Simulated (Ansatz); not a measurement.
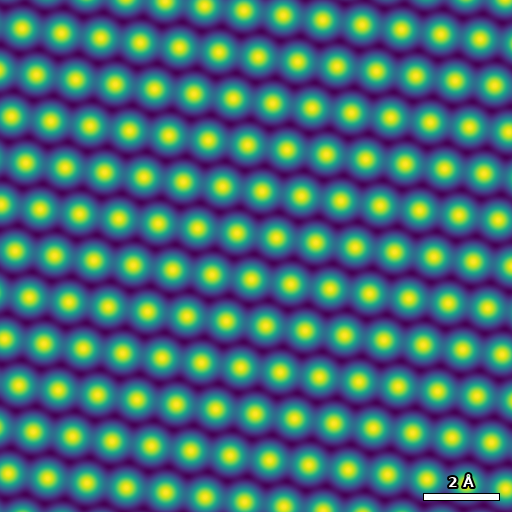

Z-contrast image of Co. Simulation: incoherent imaging, intensity Z^1.8 per atom, probe width 0.71 Å, thin sample. The probe carries 25 % of its weight in a tail 2.5 times as wide. The display is stretched by a gamma of 0.8; percentages refer to the linear signal.

> Give the net of the columns and its spacings.

The pattern repeats on a centred rectangular net of 1.1 × 2.4 Å.

> Which plane group does this projection have?

c2mm: perpendicular mirror lines on a centred net, with further twofold points between them.

> How many columns does the smallest repeating cell hold, and how many levels of brightness?

1 column in the primitive cell of 1.3 Å², all of one brightness.

The crystal is Co (Fd-3m, No. 227) seen along [210]. Model: coordinates from a relaxation with DFT, PBEsol, plane waves (420 eV) with PAW, scalar-relativistic in Ansatz; the starting structure was generated, so it need not be a known form of this composition.
